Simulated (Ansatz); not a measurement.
Input

```
crystal:
  lattice:
    - [0.0, 5.1157963933, -5.1157963933]
    - [-5.1157963933, 0.0, -5.1157963933]
    - [-5.1157963933, 5.1157963933, 0.0]
  atoms:
    - { symbol: Zr, position: [0.5, 0.5, 0.0] }
    - { symbol: Zr, position: [0.0, 0.0, 0.0] }
    - { symbol: Zr, position: [0.5, 0.0, 0.0] }
    - { symbol: Zr, position: [0.0, 0.5, 0.5] }
    - { symbol: Zr, position: [0.5, 0.5, 0.5] }
    - { symbol: Zr, position: [0.0, 0.0, 0.5] }
    - { symbol: Zr, position: [0.5, 0.0, 0.5] }
    - { symbol: O, position: [0.625, 0.125, 0.125] }
    - { symbol: O, position: [0.125, 0.125, 0.125] }
    - { symbol: O, position: [0.625, 0.625, 0.125] }
    - { symbol: O, position: [0.125, 0.625, 0.125] }
    - { symbol: O, position: [0.625, 0.125, 0.625] }
    - { symbol: O, position: [0.125, 0.125, 0.625] }
    - { symbol: O, position: [0.625, 0.625, 0.625] }
    - { symbol: O, position: [0.125, 0.625, 0.625] }
    - { symbol: O, position: [0.875, 0.375, 0.375] }
    - { symbol: O, position: [0.375, 0.375, 0.375] }
    - { symbol: O, position: [0.875, 0.875, 0.375] }
    - { symbol: O, position: [0.375, 0.875, 0.375] }
    - { symbol: O, position: [0.875, 0.375, 0.875] }
    - { symbol: O, position: [0.375, 0.375, 0.875] }
    - { symbol: O, position: [0.875, 0.875, 0.875] }
    - { symbol: O, position: [0.375, 0.875, 0.875] }
basis:
  ecutwfc: 420
kpoints:
  mp_grid: { grid: [4, 4, 4] }
hamiltonian:
  xc: pbe
scf:
  occupations: { method: gaussian, width: 0.05 }
output:
  forces: true
  stress: true
  eigenvalues: true
  write_density: true
  write_potential: true
  elf: true
  volumetric_format: npy
relax:
  adjacent_minimum: "off"
  f_tol: 0.02
  max_steps: 50
```

Command:

```sh
ansatz run input.yaml --threads 4 --pin off --max-ram 9216MiB --backend cpu --events-out ev --progress --plain --runs-dir out
```

The fields are those of the relaxed geometry.

Computed pressure about 3 GPa in this cell.

All numbers below come from Ansatz, DFT PBE, scalar-relativistic, plane waves, PAW.

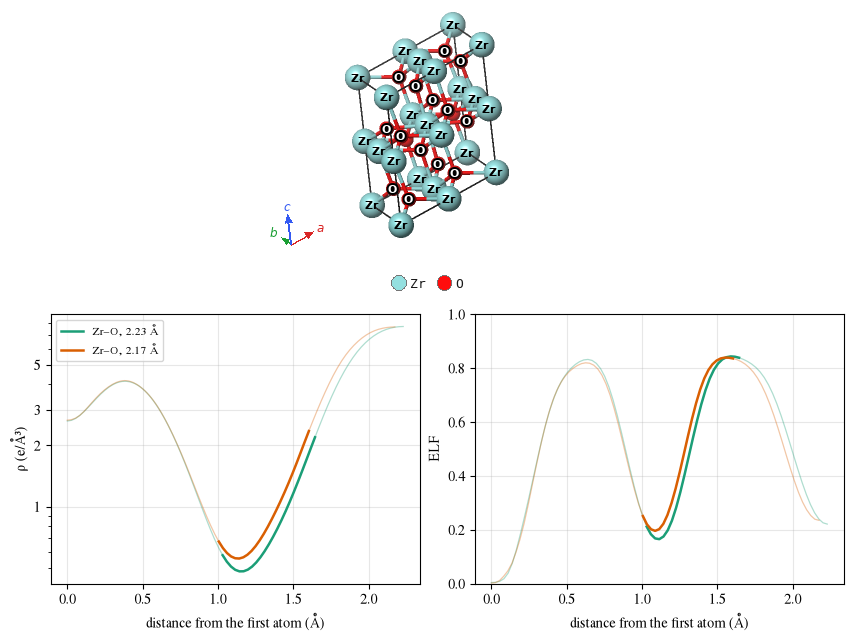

Zr$_{7}$O$_{16}$ (cell with a defect). Valence charge density (pseudo) and electron localisation function along straight lines between neighbouring atoms. Thin, pale parts lie inside the atomic spheres. The structure is drawn too.

The density is the valence pseudo-density of a PAW calculation; it isn't the true density close to the nuclei.

Q: Compare the contacts.

A: Zr–O (2.23 Å): the density is about 0.49 e/Å³ at the midpoint; the ELF peaks at about 0.85 in the valence shell of O, 0.6 Å from its nucleus, and drops to about 0.15 between the two atoms: no localised pair shows between them.
Zr–O (2.17 Å): the density is about 0.57 e/Å³ at the midpoint; the ELF peaks at about 0.85 in the valence shell of O, 0.6 Å from its nucleus, and drops to about 0.20 between the two atoms (no shared electron pair shows on this line).
